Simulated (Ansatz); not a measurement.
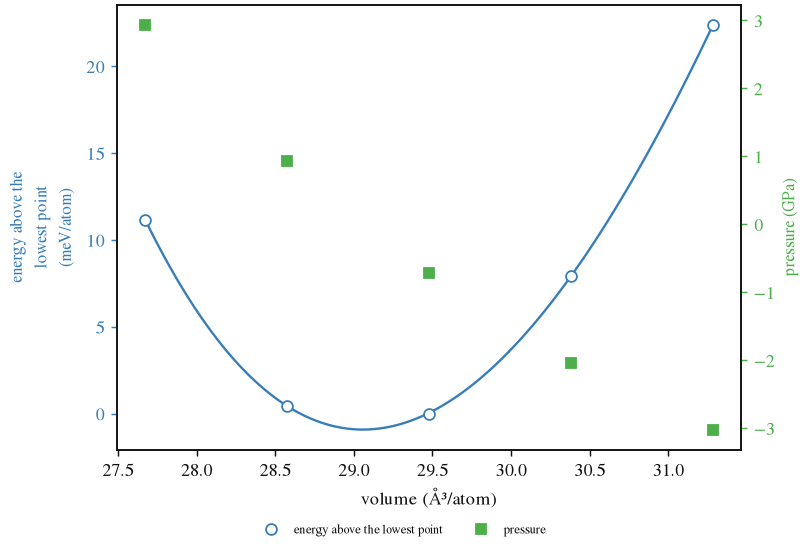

Plotted: energy above the lowest point and pressure against volume for GaSb, space group F-43m (No. 216) (one of a set of cubic test structures, which need not be the stable phase).

Method: equation of state of a cubic crystal from periodic Kohn-Sham density functional theory without spin, third-order Birch-Murnaghan fit to the free energies; pressure corrected for the finite basis (Ansatz 0.2.0 development build). Level: HSE06.

structure type zinc blende; atoms in cell 2; space group number 216; lattice centring face-centred primitive; k mesh 4×4×4; occupation method Fermi–Dirac; occupation width 0.1 eV; wave cutoff 420 eV; datasets soft-1 PAW; density tolerance 0 eV; bands 18; density cutoff ratio 4; search for lower states default; exchange singularity regularized.

Q: How stiff is the solid, and where is its volume at rest?

A: A third-order Birch–Murnaghan fit gives V0 = 29.06 Å³/atom, B0 = 52.2 GPa and B′ = 6.2.

Q: How does the pressure vary with volume?

A: It falls from 2.929 GPa at volume 27.67 Å³/atom to −3.022 GPa at 31.28 Å³/atom, and changes sign near 29.08 Å³/atom.

Note: coarse k-mesh, values are not converged in k.
